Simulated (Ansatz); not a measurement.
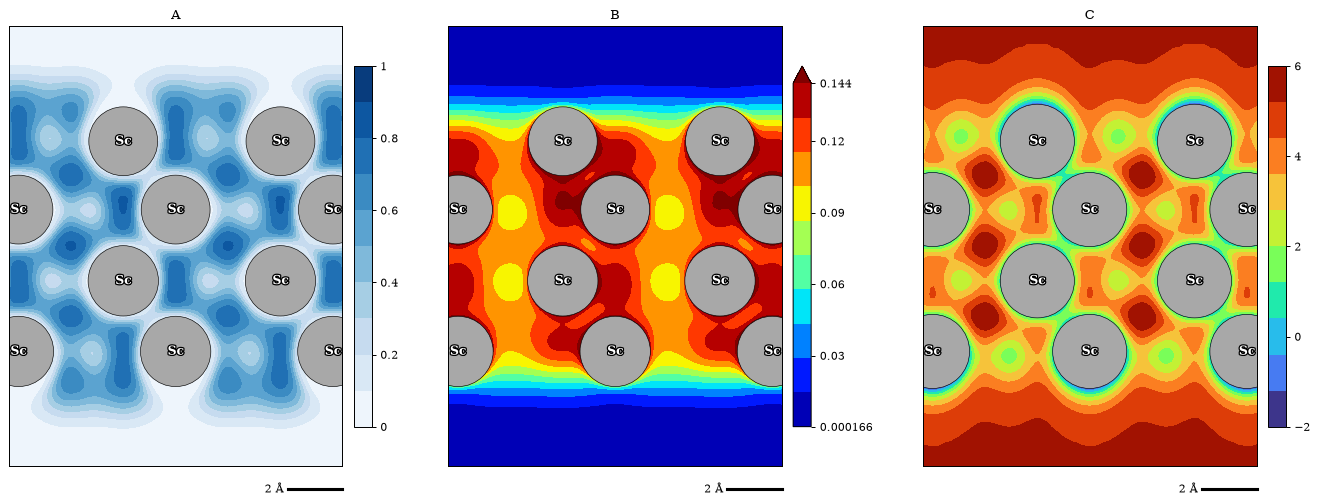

Sc (slab): 3 fields on the (110) plane of the calculation cell, a cut from vacuum to vacuum, with unlabelled colour scales. Grey discs cover the atomic cores.

Theory: DFT PBE, scalar-relativistic, plane waves, PAW (Ansatz).

```cif
data_structure
_symmetry_space_group_name_H-M 'P 1'
_symmetry_Int_Tables_number 1
_cell_length_a 6.6389
_cell_length_b 6.6389
_cell_length_c 25.6851
_cell_angle_alpha 90.000
_cell_angle_beta 90.000
_cell_angle_gamma 120.000
_cell_volume 980.42
loop_
_atom_site_label
_atom_site_type_symbol
_atom_site_fract_x
_atom_site_fract_y
_atom_site_fract_z
_atom_site_occupancy
Sc1 Sc 0.33333 0.16667 0.15573 1
Sc2 Sc 0.33333 0.66667 0.15573 1
Sc3 Sc 0.83333 0.16667 0.15573 1
Sc4 Sc 0.83333 0.66667 0.15573 1
Sc5 Sc 0.16667 0.33333 0.25623 1
Sc6 Sc 0.16667 0.83333 0.25623 1
Sc7 Sc 0.66667 0.33333 0.25623 1
Sc8 Sc 0.66667 0.83333 0.25623 1
Sc9 Sc 0.33333 0.16667 0.35770 1
Sc10 Sc 0.33333 0.66667 0.35770 1
Sc11 Sc 0.83333 0.16667 0.35770 1
Sc12 Sc 0.83333 0.66667 0.35770 1
Sc13 Sc 0.16667 0.33333 0.45494 1
Sc14 Sc 0.16667 0.83333 0.45494 1
Sc15 Sc 0.66667 0.33333 0.45494 1
Sc16 Sc 0.66667 0.83333 0.45494 1
```

Which field does each panel show? The fields are: electron localisation function, electrostatic potential energy of an electron and valence pseudo-density.

Answer. Panel A: electron localisation function. Panel B: valence pseudo-density. Panel C: electrostatic potential energy of an electron (low next to the atoms, rising into the space between them). From the grid: Sc–Sc (3.15 Å): ρ at the midpoint is about 0.13 e/Å³; the ELF is about 0.20 at the midpoint: no shared electron pair shows on this line. Sc–Sc (3.21 Å): ρ is about 0.12 e/Å³ halfway; the ELF is about 0.25 at the midpoint (no localised pair shows between them).
